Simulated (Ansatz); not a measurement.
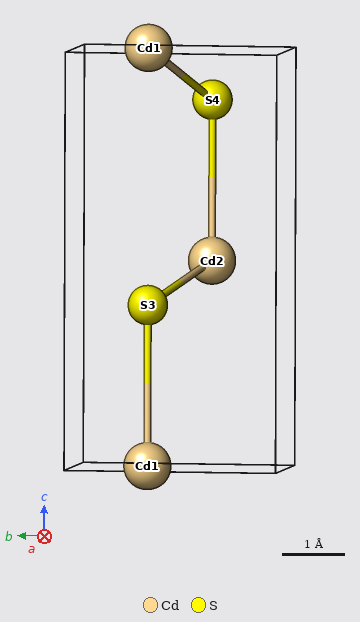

The structure (ball-and-stick view of the cell of the calculation, seen at an oblique angle; atoms are numbered from 1 in the order of the input). An atom can appear more than once, as a periodic image.

## What a change does: band-structure calculation on CdS

System: CdS (P1, 4 atoms in the cell).
Method of run A: DFT, LDA, all-electron LAPW, scalar-relativistic, no spin polarisation (Ansatz 0.2.0).

The structure derives from an entry of the Crystallography Open Database. Text and figures count atoms from 1; the logs count them from 0 in places.

Input, run A:
```yaml
crystal:
  lattice:
    - [4.1347992034, -0.020673996, -0.020673996]
    - [-2.0853038074, 3.5911781477, -0.0075672077]
    - [-0.033745, -0.033745, 6.749]
  atoms:
    - { symbol: Cd, position: [0.3333333333, 0.6666666667, 0.0] }
    - { symbol: Cd, position: [0.6666666667, 0.3333333333, 0.5] }
    - { symbol: S, position: [0.3333333333, 0.6666666667, 0.385] }
    - { symbol: S, position: [0.6666666667, 0.3333333333, 0.885] }
kpoints:
  mp_grid: { grid: [8, 8, 4] }
  band_path:
    path:
      - [0.0, 0.0, 0.0]
      - [0.0, 0.0, 0.5]
      - [-0.5, 0.5, 0.0]
      - [0.0, 0.0, 0.0]
      - [0.0, -0.5, 0.0]
      - [-0.5, 0.0, 0.5]
      - [0.0, 0.0, 0.0]
      - [-0.5, 0.0, 0.0]
      - [0.0, -0.5, 0.5]
    npoints: 5
scf:
  occupations: { method: fermi_dirac, width: 0.02 }
hamiltonian:
  xc: lda
  pseudopotentials: { kind: all_electron, lapw: { basis_error: 0.001 } }
output:
  forces: true
  stress: true
  eigenvalues: true
```

Launched with:
```bash
ansatz run input.yaml --threads 1 --pin off --max-ram 4096MiB --backend cpu --events-out ev --progress --plain --runs-dir out
```

Hardware: 1 thread of Intel Xeon (Granite Rapids), 32 GiB of memory available, shared host.

Output, shortened to warnings, some set-up lines, iterations and results (run A):
```
Basis set: ecut = 255.21864817814338 eV, 937 PW (Γ), exchange–correlation at level 2
Symmetry: 1 space group operations
k-points: 132 of 256 (time reversal used)
Initial density: superposition of atomic densities (chi_scale 0.1, normalization cell, long waves kept (reshape's long-wave potential 0.00 eV rms))
[...]
SCF iter   1: F=—  HF=-325861.920404 eV  |F-HF|=—  |Δ(HF+E_count)|=         —  Δρ=3.59e-2  dr2=2.58e0  ethr=3.78e-3  ⟨swp⟩=2.0  Hψ=36892  notcnv=0
SCF iter   2: F=—  HF=-325861.012743 eV  |F-HF|=—  |Δ(HF+E_count)|=   9.08e-1  Δρ=1.46e-2  dr2=3.76e-1  ethr=3.78e-3  ⟨swp⟩=3.0  Hψ=16077  notcnv=0
SCF iter   3: F=—  HF=-325860.916358 eV  |F-HF|=—  |Δ(HF+E_count)|=   9.64e-2  Δρ=7.77e-3  dr2=1.05e-1  ethr=5.54e-4  ⟨swp⟩=2.0  Hψ=15747  notcnv=0  defer=1
SCF iter   4: F=—  HF=-325860.889458 eV  |F-HF|=—  |Δ(HF+E_count)|=         —  Δρ=2.26e-3  dr2=6.35e-3  ethr=9.37e-6  ⟨swp⟩=2.0  Hψ=27475  notcnv=0
SCF iter   5: F=—  HF=-325860.885662 eV  |F-HF|=—  |Δ(HF+E_count)|=   3.80e-3  Δρ=6.73e-4  dr2=4.23e-4  ethr=9.34e-6  ⟨swp⟩=2.0  Hψ=15751  notcnv=0
SCF iter   6: F=—  HF=-325860.885855 eV  |F-HF|=—  |Δ(HF+E_count)|=   1.93e-4  Δρ=2.07e-4  dr2=5.64e-5  ethr=6.22e-7  ⟨swp⟩=2.0  Hψ=14838  notcnv=0
SCF iter   7: F=—  HF=-325860.885899 eV  |F-HF|=—  |Δ(HF+E_count)|=   4.41e-5  Δρ=3.81e-5  dr2=2.49e-6  ethr=8.29e-8  ⟨swp⟩=3.0  Hψ=15178  notcnv=0
SCF iter   8: F=—  HF=-325860.885902 eV  |F-HF|=—  |Δ(HF+E_count)|=   2.36e-6  Δρ=1.12e-5  dr2=2.41e-7  ethr=3.66e-9  ⟨swp⟩=3.0  Hψ=15498  notcnv=0
SCF iter   9: F=-325860.885902 eV  HF=-325860.885902 eV  |F-HF|=3.43e-8  |Δ(HF+E_count)|=   8.96e-8  Δρ=2.42e-6  dr2=1.15e-8  ethr=3.55e-10  ⟨swp⟩=3.0  Hψ=15134  notcnv=0
SCF 1 converged in 9 iterations: F = -325860.885902 eV  dr2 = 1.15e-8
NSCF: frozen V_eff on 41 k-points
SCF converged after 9 iterations
Free energy (F): -325860.885902 eV
Harris-Foulkes:  -325860.885902 eV  (|F-HF|=3.43e-8)
Internal energy: -325860.885902 eV  (E = F + TS)
E sigma→0 (E₀):  -325860.885902 eV
Fermi energy:    7.843105 eV
--- Per-component energies (eV) ---
  E_band       = -3474.656279
  E_kinetic    = 340314.115625
  E_xc         = -9471.308517
  E_electrostatic = -656703.693010  (all electrons and nuclei)
  E_smearing   = -0.000000  (= −TS)
  E_closure    = 0.000000  (closes the sum)
  E_atoms      = -325846.100533  (free atoms, spherical and without spin; not in F)
  Σ components = -325860.885902   (vs F -325860.885902, Δ=0.00e0)
  Basis errors (estimates in eV, not in F): energy 4.5e-4 per atom: plane waves 4.1e-4 (2.5e-4 summed), levels above the bands 1.5e-137, relativity 2.6e-9, radial functions 3.5e-5, core shells 3.4e-7; eigenvalues (radial functions only) 9.9e-7; not estimated: angular momenta, meshes, grids; target …
--- Forces (eV/Å), atoms counted from 1 ---
  atom   1  Cd     0.09150462     0.03726036     0.23839530
  atom   2  Cd    -0.01873204     0.03540958     0.23695458
  atom   3  S      0.03045071    -0.03540091    -0.23646902
  atom   4  S     -0.10322559    -0.03727092    -0.23891278
  max |Σ_I F_I| component: 3.19e-5 eV/Å
--- Stress (GPa, compression-positive) ---
       -2.086284       0.417614       0.247491
        0.417614      -2.091647       0.247353
        0.247491       0.247353      -3.891812
  P = ⅓ Tr σ = -2.6899 GPa (-26.899 kbar)
```

For run B the input was changed thus:
```diff
-    - [4.1347992034, -0.020673996, -0.020673996]
-    - [-2.0853038074, 3.5911781477, -0.0075672077]
-    - [-0.033745, -0.033745, 6.749]
+    - [4.1347992034, -0.041347992, -0.041347992]
+    - [-2.1032080132, 3.6015151457, -0.0151344155]
+    - [-0.06749, -0.06749, 6.749]
```

What does this change do to the results?

With the same functional and potentials, run B lies 2.1 meV per atom higher. The largest force goes from 0.263 to 0.335 eV/Å. The SCF takes 10 iterations against 9. The plane waves at Γ go from 937 to 969.

Output, shortened to warnings, some set-up lines, iterations and results (run B):
```
Basis set: ecut = 259.9886576062168 eV, 969 PW (Γ), exchange–correlation at level 2
Symmetry: 1 space group operations
k-points: 132 of 256 (time reversal used)
Initial density: superposition of atomic densities (chi_scale 0.1, normalization cell, long waves kept (reshape's long-wave potential 0.00 eV rms))
[...]
SCF iter   1: F=—  HF=-325861.913950 eV  |F-HF|=—  |Δ(HF+E_count)|=         —  Δρ=3.61e-2  dr2=2.60e0  ethr=3.82e-3  ⟨swp⟩=2.0  Hψ=36920  notcnv=0
SCF iter   2: F=—  HF=-325861.006373 eV  |F-HF|=—  |Δ(HF+E_count)|=   9.08e-1  Δρ=1.48e-2  dr2=3.83e-1  ethr=3.82e-3  ⟨swp⟩=3.0  Hψ=15978  notcnv=0
SCF iter   3: F=—  HF=-325860.908119 eV  |F-HF|=—  |Δ(HF+E_count)|=   9.83e-2  Δρ=7.77e-3  dr2=1.05e-1  ethr=5.64e-4  ⟨swp⟩=2.0  Hψ=15708  notcnv=0
SCF iter   4: F=—  HF=-325860.881184 eV  |F-HF|=—  |Δ(HF+E_count)|=         —  Δρ=2.25e-3  dr2=6.15e-3  ethr=9.08e-6  ⟨swp⟩=2.0  Hψ=27474  notcnv=0
SCF iter   5: F=—  HF=-325860.877374 eV  |F-HF|=—  |Δ(HF+E_count)|=   3.81e-3  Δρ=6.78e-4  dr2=4.31e-4  ethr=9.05e-6  ⟨swp⟩=2.0  Hψ=15682  notcnv=0
SCF iter   6: F=—  HF=-325860.877569 eV  |F-HF|=—  |Δ(HF+E_count)|=   1.95e-4  Δρ=2.06e-4  dr2=5.57e-5  ethr=6.34e-7  ⟨swp⟩=2.0  Hψ=14784  notcnv=0
SCF iter   7: F=—  HF=-325860.877612 eV  |F-HF|=—  |Δ(HF+E_count)|=   4.29e-5  Δρ=3.72e-5  dr2=2.37e-6  ethr=8.20e-8  ⟨swp⟩=3.0  Hψ=15120  notcnv=0
SCF iter   8: F=—  HF=-325860.877615 eV  |F-HF|=—  |Δ(HF+E_count)|=   2.20e-6  Δρ=1.12e-5  dr2=2.36e-7  ethr=3.48e-9  ⟨swp⟩=3.0  Hψ=15436  notcnv=0
SCF iter   9: F=—  HF=-325860.877615 eV  |F-HF|=—  |Δ(HF+E_count)|=   1.29e-7  Δρ=3.35e-6  dr2=2.74e-8  ethr=3.47e-10  ⟨swp⟩=3.0  Hψ=15079  notcnv=0
SCF iter  10: F=-325860.877615 eV  HF=-325860.877615 eV  |F-HF|=1.00e-8  |Δ(HF+E_count)|=   5.73e-8  Δρ=1.59e-6  dr2=5.00e-9  ethr=4.02e-11  ⟨swp⟩=3.0  Hψ=16246  notcnv=0
SCF 1 converged in 10 iterations: F = -325860.877615 eV  dr2 = 5.00e-9
NSCF: frozen V_eff on 41 k-points
SCF converged after 10 iterations
Free energy (F): -325860.877615 eV
Harris-Foulkes:  -325860.877615 eV  (|F-HF|=1.00e-8)
Internal energy: -325860.877615 eV  (E = F + TS)
E sigma→0 (E₀):  -325860.877615 eV
Fermi energy:    7.856747 eV
--- Per-component energies (eV) ---
  E_band       = -3474.477678
  E_kinetic    = 340314.151395
  E_xc         = -9471.314669
  E_electrostatic = -656703.714340  (all electrons and nuclei)
  E_smearing   = -0.000000  (= −TS)
  E_closure    = 0.000000  (closes the sum)
  E_atoms      = -325846.100533  (free atoms, spherical and without spin; not in F)
  Σ components = -325860.877615   (vs F -325860.877615, Δ=0.00e0)
  Basis errors (estimates in eV, not in F): energy 4.5e-4 per atom: plane waves 4.1e-4 (2.4e-4 summed), levels above the bands 4.9e-139, relativity 2.9e-9, radial functions 3.6e-5, core shells 4.2e-7; eigenvalues (radial functions only) 1.2e-6; not estimated: angular momenta, meshes, grids; target …
--- Forces (eV/Å), atoms counted from 1 ---
  atom   1  Cd     0.18922136     0.07935398     0.24347041
  atom   2  Cd    -0.03721309     0.07180451     0.23750635
  atom   3  S      0.06101415    -0.07177904    -0.23559814
  atom   4  S     -0.21302243    -0.07937893    -0.24538119
  max |Σ_I F_I| component: 2.57e-6 eV/Å
--- Stress (GPa, compression-positive) ---
       -2.038064       0.839772       0.498404
        0.839772      -2.060671       0.497385
        0.498404       0.497385      -3.876143
  P = ⅓ Tr σ = -2.6583 GPa (-26.583 kbar)
```

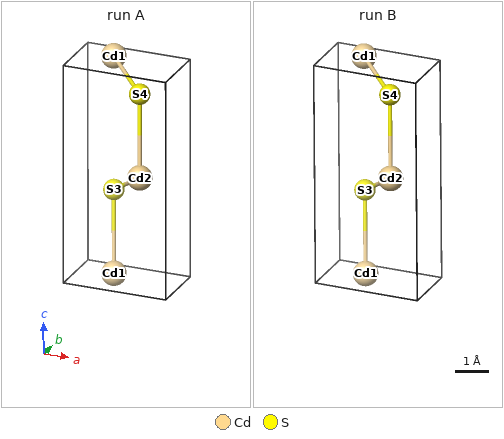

The two input geometries at one scale (ball-and-stick view of the cell of the calculation, seen slightly off an axis). The atoms keep their places relative to the cell (all moves are under 0.005 Å). The drawn cell changes at constant volume: a stays at 4.135 Å, b 4.153 → 4.171 Å (+0.4 %), c 6.749 → 6.750 Å (0.0 %), α 90.2° → 90.4°, β 90.6° → 91.1°, γ 120.4° → 120.9°. Among the contacts that change: Cd1–S4 2.490 → 2.471 Å, Cd2–S3 2.517 → 2.525 Å.

The two runs side by side:

```tsv
quantity	run A	run B
outcome	converged	converged
free energy per atom (eV)	−81465.2215	−81465.2194
gap on the mesh (eV)	0.92	0.89
pressure (GPa)	−2.69	−2.66
volume per atom (Å³)	24.98	24.97
largest force (eV/Å)	0.263	0.335
SCF iterations	9	10
irreducible k-points	132	132
plane waves at Γ	937	969
wall time (shared host)	97 s	1.9 min
```
